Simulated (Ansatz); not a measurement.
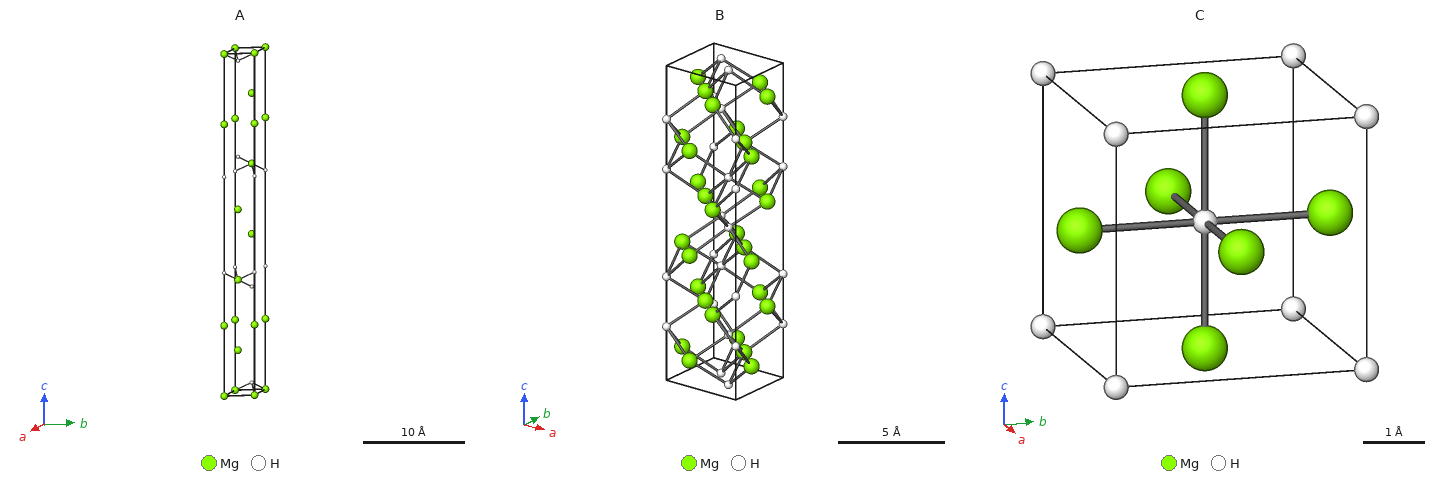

Three structures of Mg$_{3}$H$_{2}$, each relaxed to rest (conventional cells in solid outline, small ones repeated, each panel with its own scale). Method: DFT PBE, scalar-relativistic, plane waves, PAW in Ansatz 0.2.0, without spin polarisation.

Give the type and space group of each panel.

A: 15 atoms a cell on a rhombohedral (trigonal R) lattice, R-3m; B: 30 atoms a cell on a rhombohedral (trigonal R) lattice, R-3c; C: 5 atoms a cell on a primitive cubic lattice, Pm-3m.

Which of these is lowest in energy, and how far above it do the others lie?

A, then B (+64 meV/atom) and C (+451 meV/atom), energies at zero smearing.

Collect the results in a table.

| panel | structure | E − E(lowest) (meV/atom) | volume (Å³/atom) | gap (eV) |
| --- | --- | --- | --- | --- |
| A | R-3m | 0 | 18.9 | metal |
| B | R-3c | 64 | 13.8 | metal |
| C | Pm-3m | 451 | 16.3 | metal |

Some of these may be structure types tried for this composition rather than known phases, and the most stable form need not be among them. Gaps are taken on the k-mesh or band path of each run.
